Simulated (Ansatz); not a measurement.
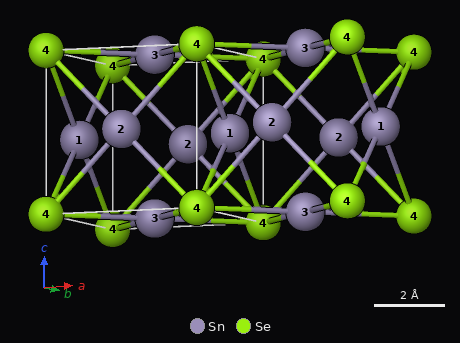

The starting point is a symmetric starting cell of Sn$_{3}$Se. The picture is a ball-and-stick view of the cell of the calculation, repeated 2 × 1 × 1 with one cell outlined, seen from a free direction.

Theory: DFT PBEsol, scalar-relativistic, plane waves, PAW (Ansatz). Set-up: plane-wave cutoff 420 eV; k-point mesh 10 × 10 × 10; occupations gaussian; smearing width 0.1 eV; no spin polarisation.

Now this is done to it. All lengths are scaled by −3.1 % (volume −8.9 %), the atoms keeping their fractional coordinates. No relaxation follows. The starting cell wasn't computed here and needn't be at equilibrium, so pressure and forces aren't due to the change alone.

Input file:
```yaml
crystal:
  lattice:
    - [4.5967775026, 0.0, 0.0]
    - [0.0, 4.5967775026, 0.0]
    - [0.0, 0.0, 4.5967775026]
  atoms:
    - { symbol: Sn, position: [0.0, 0.5, 0.5] }
    - { symbol: Sn, position: [0.5, 0.0, 0.5] }
    - { symbol: Sn, position: [0.5, 0.5, 0.0] }
    - { symbol: Se, position: [0.0, 0.0, 0.0] }
basis:
  ecutwfc: 420
kpoints:
  mp_grid: { grid: [10, 10, 10] }
hamiltonian:
  xc: pbesol
scf:
  occupations: { method: gaussian, width: 0.1 }
output:
  forces: true
  stress: true
  eigenvalues: true
  write_density: true
  write_potential: true
  elf: true
  volumetric_format: npy
```

Command:
```bash
ansatz run input.yaml --threads 1 --pin off --max-ram 1331MiB --backend cpu --events-out ev --progress --plain --runs-dir out
```

**What is the effect?**

The pressure is 2.4 GPa (not all of it need come from the change, since the unchanged cell can be under pressure at this level too). All forces vanish by symmetry. Some distances before and after: Se–Sn 3.353 → 3.250 Å. The space group stays Pm-3m (No. 221).

Drawn alike, the variant:

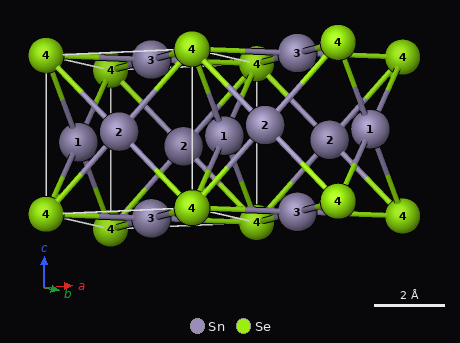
